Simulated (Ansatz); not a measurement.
# Band-structure calculation of ZnSnN$_{2}$ (part 2 of 2)

ZnSnN$_{2}$ (4 atoms in the cell); DFT, HSE06, plane waves, PAW, no spin polarisation (Ansatz 0.2.0); cutoff 420 eV, 6×6×6 k-mesh, fixed occupations. The structure was built on a prototype by a generator; it need not be a known phase. The geometry comes from this level: r2SCAN (a point of a series of strains). It belongs to a series of runs on one base structure; here: epitaxial_xy strain +1.5%.

Geometry of the input (Å; fractional positions):
```
1.6074  0.9281  5.1143
-1.6074  0.9281  5.1143
0.0000  -1.8561  5.1143
Zn 1.0000  0.0000  0.0000
Sn 0.5000  0.5000  0.5000
N  0.2463  0.2463  0.2463
N  0.7537  0.7537  0.7537
```

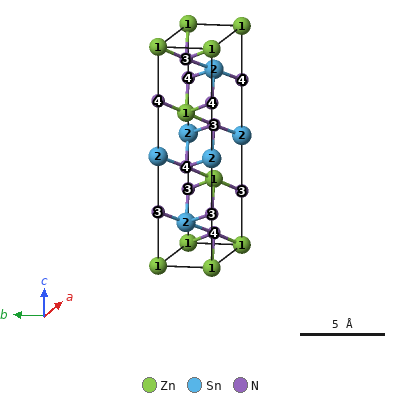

**Figure 1.** The input geometry (ball-and-stick view of the cell 3 times as large as that of the calculation, set on its symmetry axes, seen at an oblique angle; atoms are numbered from 1 in the order of the input).

**The program's output, continued**
```
SCF iter   1: F=—  HF=-10113.830152 eV  |F-HF|=—  |Δ(HF+E_count)|=         —  Δρ=2.09e-2  dr2=9.78e-2  ethr=5.81e-7  ⟨swp⟩=8.2  Hψ=4511  notcnv=0
preconditioner: auto → none  [insulator: Δε(μ)=1.574 eV  Ē_g=19.048 eV  n_scr=16 (ndim 8)  ℏωp=32.9 eV  f_vac=0.000]
SCF iter   2: F=—  HF=-10113.801920 eV  |F-HF|=—  |Δ(HF+E_count)|=   2.82e-2  Δρ=4.52e-3  dr2=1.06e-2  ethr=5.81e-7  ⟨swp⟩=5.1  Hψ=3320  notcnv=0
SCF iter   3: F=—  HF=-10113.817689 eV  |F-HF|=—  |Δ(HF+E_count)|=   1.58e-2  Δρ=5.48e-3  dr2=6.41e-3  ethr=5.81e-7  ⟨swp⟩=5.1  Hψ=3186  notcnv=0
SCF iter   4: F=—  HF=-10113.816593 eV  |F-HF|=—  |Δ(HF+E_count)|=   1.10e-3  Δρ=2.13e-3  dr2=8.86e-4  ethr=5.81e-7  ⟨swp⟩=4.0  Hψ=2541  notcnv=0
SCF iter   5: F=—  HF=-10113.817414 eV  |F-HF|=—  |Δ(HF+E_count)|=   8.21e-4  Δρ=9.17e-4  dr2=2.63e-4  ethr=5.81e-7  ⟨swp⟩=4.0  Hψ=2304  notcnv=0
SCF iter   6: F=—  HF=-10113.817315 eV  |F-HF|=—  |Δ(HF+E_count)|=   9.87e-5  Δρ=2.27e-4  dr2=3.70e-5  ethr=5.81e-7  ⟨swp⟩=3.9  Hψ=2233  notcnv=0
iter 7 solved again at ethr=6.42e-10 eV; its pass at ethr=8.37e-8 eV (dr2=2.31e-7 eV) is discarded
SCF iter   7: F=-10113.817306 eV  HF=-10113.817306 eV  |F-HF|=5.80e-8  |Δ(HF+E_count)|=   9.47e-6  Δρ=3.01e-5  dr2=1.54e-6  ethr=6.42e-10  ⟨swp⟩=4.1  Hψ=4027  notcnv=0  defer=3
SCF 2 stopped early in 7 iterations: F = -10113.817306 eV  dr2 = 1.54e-6
  Residual-converged pass: ⟨swp⟩=3.1  Hψ=1883  notcnv=0  max |occ|·‖R‖ = 6.4e-6 eV (tolerance 6.7e-6 eV)  dr2=1.54e-6  dr2_onsite=5.68e-8  max |Δocc| = 0.0e0
hybrid outer 1: dexx = +2.281e-2 eV, tail = 8.73e-5 eV
Exchange kernel: α = 0.2500, screened, ω = 0.2079 Å⁻¹, Wigner–Seitz truncation, v(0) = 1044.7217 eV·Å³, q-mesh 6×6×6, nearest image of the exchange supercell L = 19.29 Å, pair-density grid 20×36×20, without the augmentation charges, whose exchange is taken in its separable form by FFT convolution over the k-point mesh (the finest that the files' search goes to), smooth part of the exact exchange by density-matrix convolution
Frozen-core exchange: fock
SCF iter   1: F=—  HF=-10113.816324 eV  |F-HF|=—  |Δ(HF+E_count)|=         —  Δρ=1.03e-4  dr2=2.76e-6  ethr=1.21e-6  ⟨swp⟩=3.7  Hψ=1759  notcnv=0
preconditioner: auto → none  [insulator: Δε(μ)=1.649 eV  Ē_g=18.946 eV  n_scr=16 (ndim 8)  ℏωp=32.9 eV  f_vac=0.000]
SCF iter   2: F=—  HF=-10113.816324 eV  |F-HF|=—  |Δ(HF+E_count)|=   7.93e-7  Δρ=1.82e-5  dr2=3.11e-7  ethr=6.83e-9  ⟨swp⟩=4.2  Hψ=2815  notcnv=0
SCF iter   3: F=—  HF=-10113.816326 eV  |F-HF|=—  |Δ(HF+E_count)|=   1.44e-6  Δρ=1.52e-5  dr2=7.76e-8  ethr=1.61e-10  ⟨swp⟩=5.0  Hψ=2936  notcnv=0  defer=7
SCF iter   4: F=—  HF=-10113.816326 eV  |F-HF|=—  |Δ(HF+E_count)|=   1.43e-8  Δρ=3.70e-6  dr2=7.10e-9  ethr=1.61e-10  ⟨swp⟩=3.0  Hψ=1792  notcnv=0
SCF iter   5: F=-10113.816326 eV  HF=-10113.816326 eV  |F-HF|=6.66e-9  |Δ(HF+E_count)|=   3.01e-8  Δρ=4.18e-6  dr2=6.01e-9  ethr=8.74e-12  ⟨swp⟩=5.2  Hψ=2601  notcnv=0  defer=18
SCF 3 converged in 5 iterations: F = -10113.816326 eV  dr2 = 6.01e-9
  Residual-converged pass: ⟨swp⟩=3.0  Hψ=1705  notcnv=0  max |occ|·‖R‖ = 6.3e-7 eV (tolerance 6.3e-7 eV)  dr2=6.01e-9  dr2_onsite=2.15e-9  max |Δocc| = 0.0e0
hybrid outer 2: dexx = +1.377e-6 eV, tail = 4.39e-8 eV, Δε = 3.99e-3 eV (about 1.19e-4 eV left of the loop's levels), ΔF = 6.15e-3 eV/Å (tail 1.09e-3)
Exchange kernel: α = 0.2500, screened, ω = 0.2079 Å⁻¹, Wigner–Seitz truncation, v(0) = 1044.7217 eV·Å³, q-mesh 6×6×6, nearest image of the exchange supercell L = 19.29 Å, pair-density grid 20×36×20, without the augmentation charges, whose exchange is taken in its separable form by FFT convolution over the k-point mesh (the finest that the files' search goes to), smooth part of the exact exchange by density-matrix convolution
Frozen-core exchange: fock
SCF iter   1: F=—  HF=-10113.816326 eV  |F-HF|=—  |Δ(HF+E_count)|=         —  Δρ=3.36e-6  dr2=5.12e-9  ethr=6.09e-10  ⟨swp⟩=4.6  Hψ=1842  notcnv=0
SCF iter   2: F=-10113.816326 eV  HF=-10113.816326 eV  |F-HF|=1.13e-10  |Δ(HF+E_count)|=  9.22e-10  Δρ=6.68e-7  dr2=3.67e-10  ethr=1.20e-11  ⟨swp⟩=3.9  Hψ=2205  notcnv=0
SCF 4 converged in 2 iterations: F = -10113.816326 eV  dr2 = 3.67e-10
  Residual-converged pass: ⟨swp⟩=3.0  Hψ=1863  notcnv=0  max |occ|·‖R‖ = 6.3e-7 eV (tolerance 6.8e-7 eV)  dr2=3.70e-10  dr2_onsite=2.09e-10  max |Δocc| = 0.0e0
hybrid outer 3: dexx = +1.013e-9 eV, tail = 1.16e-9 eV, Δε = 4.90e-5 eV (about 1.02e-5 eV left of the loop's levels), ΔF = 5.66e-5 eV/Å (tail 1.31e-4)
the search or the solves at the SCF's close seem to have found levels that the self-consistency loop had missed (the run counts 1). By its estimate they hold under 1e-12 electrons; where the run keeps them, the occupations were computed again with them
NSCF: frozen V_eff on 9 k-points
hybrid SCF converged: 3 outer / 14 inner (+4 warm-up), last move |dexx| = 1.01e-9 eV, tail = 1.16e-9 eV
Stability not checked: this state was not tested for a lower state beside it, because the functional holds exact exchange (a hybrid, or Hartree-Fock), whose exchange loop this test does not read (fock_operator; see scf.lower_state_search)
Free energy (F): -10113.816326 eV
Frozen-core exchange: fock
Harris-Foulkes:  -10113.816326 eV  (|F-HF|=1.13e-10)
Internal energy: -10113.816326 eV  (E = F + TS)
E sigma→0 (E₀):  -10113.816326 eV
Fermi energy:    11.751411 eV
--- Per-component energies (eV) ---
  E_band       = 19.345158
  E_kinetic    = 578.039879
  E_local      = -2356.879118  (includes V_loc(G=0)·N_el)
  E_nonlocal   = 682.213163
  E_hartree    = 1154.078151
  E_xc         = -503.428295
  E_vxc        = -237.707303  (∫ρ·V_xc dr)
  E_exx        = -105.421268  (= α·E_x^exact, valence–valence)
  E_paw        = -6268.283121  (= ΣΔE_a)
  E_vpaw       = -743.634822  (= ΣTr[D̂ρ^β])
  E_aug_tail   = -0.000159  (compensation charges beyond the density's cutoff)
  E_ewald      = -3294.990804
  E_core_change = 0.855246  (= ΣΔE_core)
  E_smearing   = -0.000000  (= −TS)
  E_closure    = 0.000000  (closes the sum)
  Σ components = -10113.816326   (vs F -10113.816326, Δ=-1.82e-12)
--- Forces (eV/Å), atoms counted from 1 ---
  atom   1  Zn     0.00000000    -0.00000000     0.00000000
  atom   2  Sn     0.00000000    -0.00000000     0.00000000
  atom   3  N      0.00000000     0.00000000    -0.22966991
  atom   4  N      0.00000000    -0.00000000     0.22966991
  max |Σ_I F_I| component: 2.78e-17 eV/Å
--- Stress (GPa, compression-positive) ---
       -8.539061       0.000000       0.000000
        0.000000      -8.539061      -0.000000
        0.000000      -0.000000      -1.225966
  P = ⅓ Tr σ = -6.1014 GPa (-61.014 kbar)
--- Band table (eV; the first three rows and the last of 32) ---
  k-point 0: bands = ["-11.0353", "-11.0353", "-11.0205", "-10.8616", "-10.8616", "-6.2057", "-3.3186", "3.3639", "4.1232", "4.1232", "4.4080", "4.4080", "5.1711", "10.7506", "10.7506", "11.1418", "11.4936", "11.4936", "13.4006", "16.1098", "21.1322", "21.1322", "21.6909"]
  k-point 1: bands = ["-11.1100", "-10.9843", "-10.9736", "-10.9053", "-10.8623", "-5.7687", "-3.0147", "3.6130", "4.1238", "4.1519", "4.3603", "4.4124", "5.3817", "8.6563", "9.4088", "10.4035", "11.1379", "11.1709", "15.6139", "17.5045", "19.1212", "22.1042", "22.7162"]
  k-point 2: bands = ["-11.2782", "-10.9905", "-10.9423", "-10.8589", "-10.8009", "-4.5698", "-2.4750", "3.6867", "4.0648", "4.1147", "4.3665", "4.5222", "5.5668", "6.8379", "7.1653", "9.6838", "10.6224", "10.6279", "16.4367", "17.6313", "20.6753", "21.0143", "22.1103"]
  k-point 31: bands = ["-11.0350", "-11.0350", "-11.0187", "-10.8611", "-10.8611", "-5.7188", "-4.2450", "4.0523", "4.1129", "4.1129", "4.4027", "4.4027", "6.7231", "7.7394", "11.0241", "11.0241", "11.1588", "11.1588", "15.9154", "16.5824", "21.1321", "22.3679", "22.3679"]
```

**File bands.tsv**
```
# k_distance	band_0	band_1	band_2	band_3	band_4	band_5	band_6	band_7	band_8	band_9	band_10	band_11	band_12	band_13	band_14	band_15	band_16	band_17	band_18	band_19	band_20	band_21	band_22
# fermi_ev = 11.751411
# lock_threshold_ev = 1e-6
# [0, 0, 0] at k_distance = 0.000000
# [0.5, 0.5, 0.5] at k_distance = 0.614279
# [0.8123176938, 0.1876823062, 0.5] at k_distance = 1.835069
# [0.5, -0.1876823062, 0.1876823062] at k_distance = 2.268601
# [0.5, 0, 0] at k_distance = 3.002216
# [0.3438411531, -0.3438411531, 0] at k_distance = 3.705623
# [0.6561588469, 0, 0.3438411531] at k_distance = 4.121276
# [0.5, 0, 0.5] at k_distance = 4.731671
# [-0.192708, 0.007812, 0.200521] at k_distance = 6.162175
# levels_relative_to = fermi_ev
# free_energy_ev = -10113.816326
# largest_residual_norms_ev = 1.218e-4 1.311e-4 1.705e-4 1.613e-4 1.489e-4 2.918e-4 3.398e-4 2.163e-3 1.700e-3 1.755e-3 2.043e-3 2.049e-3 1.984e-3 1.169e-3 7.143e-4 8.819e-4 6.330e-4 7.218e-4 6.031e-4 6.133e-4 1.257e-3 8.314e-4 1.573e-3
0.000000	-22.786725	-22.786725	-22.771947	-22.612975	-22.612975	-17.957135	-15.069993	-8.387561	-7.628259	-7.628259	-7.343439	-7.343439	-6.580287	-1.000783	-1.000783	-0.609591	-0.257763	-0.257763	1.649207	4.358387	9.380746	9.380746	9.939465
0.614279	-22.786445	-22.786445	-22.770070	-22.612489	-22.612489	-17.470258	-15.996455	-7.699114	-7.638463	-7.638463	-7.348709	-7.348709	-5.028288	-4.011972	-0.727320	-0.727320	-0.592601	-0.592601	4.163996	4.830962	9.380673	10.616535	10.616535
1.835069	-22.943680	-22.878162	-22.654070	-22.620188	-22.579633	-14.543577	-14.283414	-8.471833	-7.722873	-7.592756	-7.507528	-7.323915	-6.706948	-5.708947	-4.541859	-3.821293	-1.534644	-1.434496	5.293553	5.953751	8.666965	8.952725	10.759665
2.268601	-22.943680	-22.878162	-22.654070	-22.620188	-22.579633	-14.543577	-14.283414	-8.471833	-7.722873	-7.592756	-7.507528	-7.323915	-6.706948	-5.708947	-4.541859	-3.821293	-1.534644	-1.434496	5.293553	5.953751	8.666965	8.952725	10.759665
3.002216	-23.114140	-22.770489	-22.697903	-22.564426	-22.494851	-15.295003	-14.186868	-8.140100	-7.797500	-7.682377	-7.646170	-7.239149	-7.143420	-5.406442	-2.926944	-2.666879	-2.397331	-1.351647	4.230030	5.454901	8.600037	9.325833	10.763580
3.705623	-22.929274	-22.893660	-22.645907	-22.623086	-22.584594	-14.476779	-14.326021	-8.494344	-7.723323	-7.626602	-7.415641	-7.337669	-6.626076	-5.327928	-5.240254	-3.647980	-1.764830	-1.331510	5.135013	6.614954	8.303153	9.129407	10.641138
4.121276	-22.929274	-22.893660	-22.645907	-22.623086	-22.584594	-14.476779	-14.326021	-8.494344	-7.723323	-7.626602	-7.415641	-7.337669	-6.626076	-5.327928	-5.240254	-3.647980	-1.764830	-1.331510	5.135013	6.614954	8.303153	9.129407	10.641138
4.731671	-23.115470	-22.771510	-22.697740	-22.563858	-22.494885	-15.302707	-14.076870	-8.981844	-7.597606	-7.515922	-7.219642	-7.142609	-6.745482	-6.699412	-3.354199	-2.803620	-0.121012	-0.021695	1.879627	4.839025	8.782084	10.053281	10.063383
6.162175	-22.976557	-22.755227	-22.700216	-22.656963	-22.548092	-16.270098	-14.128440	-8.084526	-7.635951	-7.548217	-7.351878	-7.253668	-5.762928	-5.041382	-4.742962	-3.003567	-2.459672	0.044177	5.727332	6.463141	8.544011	9.408159	10.080232
```

**File rho_z.tsv**
```
# z_ang	rho[e/angstrom^3]
# format = ansatz-planar-average/11
# lattice	1.607442479	0.928057348	5.114275203
# lattice	-1.607442479	0.928057348	5.114275203
# lattice	0.000000000	-1.856114696	5.114275203
# sites	4
# site	30	1.607442479	0.928057348	5.114275203
# site	50	0.000000000	-0.000000000	7.671412805
# site	7	0.000000000	-0.000000000	3.778367276
# site	7	0.000000000	-0.000000000	11.564458334
0.000000	1.206198e0
0.226695	1.109886e0
0.453390	8.976104e-1
0.680085	7.055031e-1
0.906780	5.975695e-1
1.133474	5.620240e-1
1.360169	5.718822e-1
1.586864	6.137276e-1
1.813559	6.835943e-1
2.040254	7.753447e-1
2.266949	8.735265e-1
2.493644	9.520604e-1
2.720339	9.825273e-1
2.947034	9.520604e-1
3.173729	8.735265e-1
3.400423	7.753447e-1
3.627118	6.835943e-1
3.853813	6.137276e-1
4.080508	5.718822e-1
4.307203	5.620240e-1
4.533898	5.975695e-1
4.760593	7.055031e-1
4.987288	8.976104e-1
5.213983	1.109886e0
```

**Summary**

| quantity | value |
| --- | --- |
| outcome | converged |
| space group (tolerance 0.01 Å) | R-3m (166) |
| electrons treated | 36 |
| free energy | −10113.8163 eV |
| Fermi energy | 11.751 eV |
| gap on the k-point mesh | 1.65 eV |
| pressure | −6.10 GPa |
| largest force (length of the vector) | 0.230 eV/Å |
| hardware | 2 threads of an x86-64 CPU, shared host |
| wall time | 9.3 min (CPU time 13 min) |
| peak memory | 1.6 GiB |

The program warns: the exchange loop's threshold is looser than advised for the stress; the SCF threshold is looser than advised for the printed stress.
